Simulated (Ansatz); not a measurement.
**A series of single points on MgO**

System: MgO (Amm2, 2 atoms in the cell).
Method: DFT LDA, scalar-relativistic, plane waves, PAW, no spin polarisation (Ansatz 0.2.0).

The 9 runs differ only in the geometry, by a strain of the cell at fixed fractional positions. Against run 5, the strain is εyy = η. The structure derives from a Materials Project entry.

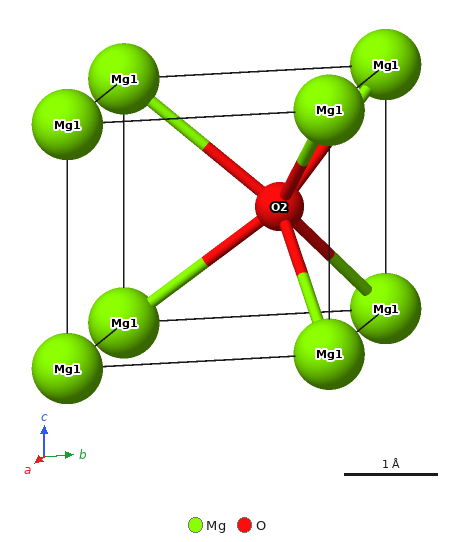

Figure 1. The structure of run 5 (ball-and-stick view of the cell of the calculation, seen slightly off an axis; atoms are numbered from 1 in the order of the input).

**Input of run 5**
```yaml
crystal:
  lattice:
    - [2.9380209034, 0.0, 0.0]
    - [-1.4690104517, 2.5825667503, 0.0]
    - [0.0, 0.0, 2.67968]
  atoms:
    - { symbol: Mg, position: [0.0, 0.0, 0.0] }
    - { symbol: O, position: [0.3333333333, 0.6666666667, 0.5] }
basis:
  ecutwfc: 420
kpoints:
  mp_grid: { grid: [9, 9, 8] }
hamiltonian:
  xc: lda
scf:
  occupations: { method: gaussian, width: 0.05 }
output:
  forces: true
  stress: true
  eigenvalues: true
```

Run 4 differs from it as follows:
```diff
-    - [-1.4690104517, 2.5825667503, 0.0]
+    - [-1.4690104517, 2.5062347281, 0.0]
```

**Results, with one run withheld**

| run | strain parameter η (%) | free energy per atom, from the lowest run given (meV) | pressure (GPa) | gap on the mesh (eV) |
| --- | --- | --- | --- | --- |
| 1 | −7.3892 | 11.47 | −1.27 | 3.17 |
| 2 | −5.9113 | 3.10 | −3.62 | 3.15 |
| 3 | −4.4335 | 0.00 | −5.74 | 3.12 |
| 4 | −2.9557 | ? | ? | ? |
| 5 | 0.0000 | 18.36 | −10.91 | 2.80 |
| 6 | 1.4778 | 32.72 | −12.29 | 2.64 |
| 7 | 2.9557 | 50.71 | −13.53 | 2.49 |
| 8 | 3.6946 | 60.99 | −14.10 | 2.41 |
| 9 | 4.4335 | 72.09 | −14.64 | 2.33 |

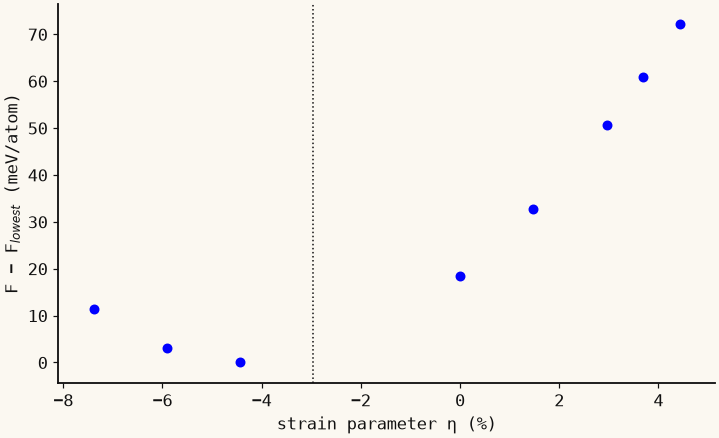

Figure 2. Free energy per atom of the runs given; the dotted line marks run 4.

What should run 4 give?

A cubic polynomial in the coordinate, fitted to the 8 runs given, misses them by at most 0.04 meV per atom. With x = η + 0.6466, it reads F = 13.262 + 7.2551 x + 0.93023 x² − 0.01571 x³ (meV per atom). At run 4 it gives 1.66 meV per atom, and the run itself gives 1.68. The fit has its minimum at η = −4.2223 %. The gap on the mesh goes, without turning, from 3.17 eV in run 1 to 2.33 eV in run 9; run 4 has 3.08 eV. These are gaps of this functional on this mesh, which can miss the band edges; they aren't the measured gap.

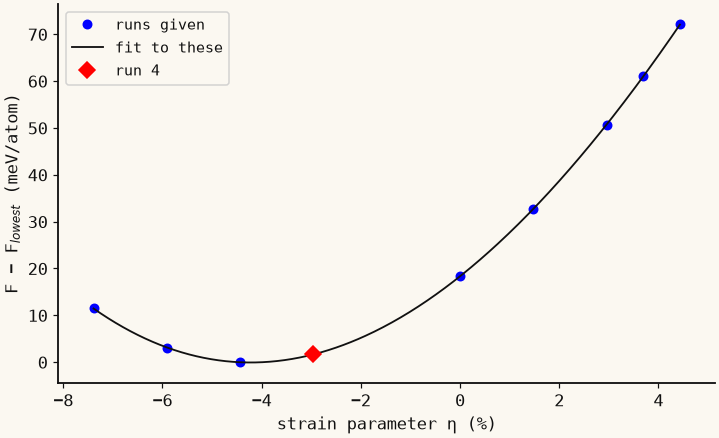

Figure 3. The fit and the withheld run.

**Output, shortened to warnings, some set-up lines, iterations and results (run 4)**
```
Basis set: ecut = 420 eV, 393 PW (Γ)
Symmetry: 4 space group operations
k-points: 125 of 648 (time reversal used)
Initial density: superposition of atomic densities (neutral atoms: chi_scale 0, normalization atom), corrected by the library's trained network
[...]
SCF iter   1: F=—  HF=-2459.351023 eV  |F-HF|=—  |Δ(HF+E_count)|=         —  Δρ=1.79e-2  dr2=5.49e-2  ethr=1.77e-3  ⟨swp⟩=5.6  Hψ=8953  notcnv=0
SCF iter   2: F=—  HF=-2459.334164 eV  |F-HF|=—  |Δ(HF+E_count)|=   1.69e-2  Δρ=5.63e-3  dr2=6.53e-3  ethr=3.43e-4  ⟨swp⟩=2.0  Hψ=2995  notcnv=0
SCF iter   3: F=—  HF=-2459.332052 eV  |F-HF|=—  |Δ(HF+E_count)|=   2.11e-3  Δρ=8.53e-4  dr2=9.88e-5  ethr=4.08e-5  ⟨swp⟩=2.1  Hψ=1904  notcnv=0
SCF iter   4: F=—  HF=-2459.332013 eV  |F-HF|=—  |Δ(HF+E_count)|=   3.89e-5  Δρ=6.10e-5  dr2=4.93e-7  ethr=6.17e-7  ⟨swp⟩=2.1  Hψ=1958  notcnv=0
SCF iter   5: F=-2459.332013 eV  HF=-2459.332013 eV  |F-HF|=1.74e-8  |Δ(HF+E_count)|=   2.00e-8  Δρ=1.38e-5  dr2=1.13e-8  ethr=3.08e-9  ⟨swp⟩=2.6  Hψ=2284  notcnv=0
SCF iter   6: F=-2459.332013 eV  HF=-2459.332013 eV  |F-HF|=3.50e-11  |Δ(HF+E_count)|=   1.83e-8  Δρ=9.72e-7  dr2=1.34e-10  ethr=7.04e-11  ⟨swp⟩=2.3  Hψ=4886  notcnv=0
SCF 1 converged in 6 iterations: F = -2459.332013 eV  dr2 = 1.34e-10
SCF converged after 6 iterations
Free energy (F): -2459.332013 eV
Harris-Foulkes:  -2459.332013 eV  (|F-HF|=3.50e-11)
Internal energy: -2459.332013 eV  (E = F + TS)
E sigma→0 (E₀):  -2459.332013 eV
Fermi energy:    9.230182 eV
--- Per-component energies (eV) ---
  E_band       = -306.302619
  E_kinetic    = 253.532920
  E_local      = -1648.228589  (includes V_loc(G=0)·N_el)
  E_nonlocal   = 145.575051
  E_hartree    = 570.371155
  E_xc         = -103.236914
  E_vxc        = -133.231421  (∫ρ·V_xc dr)
  E_paw        = -418.039582  (= ΣΔE_a)
  E_vpaw       = -64.695365  (= ΣTr[D̂ρ^β])
  E_aug_tail   = 0.002510  (compensation charges beyond the density's cutoff)
  E_ewald      = -1259.555966
  E_core_change = 0.247401  (= ΣΔE_core)
  E_smearing   = -0.000000  (= −TS)
  E_closure    = 0.000000  (closes the sum)
  Σ components = -2459.332013   (vs F -2459.332013, Δ=0.00e0)
--- Forces (eV/Å), atoms counted from 1 ---
  atom   1  Mg     0.00000000     0.00330035     0.00000000
  atom   2  O      0.00000000    -0.00329982     0.00000000
  max |Σ_I F_I| component: 5.34e-7 eV/Å
--- Stress (GPa, compression-positive) ---
       -7.794995       0.000000       0.000000
        0.000000      -4.296897       0.000000
        0.000000       0.000000     -10.850723
  P = ⅓ Tr σ = -7.6475 GPa (-76.475 kbar)
```
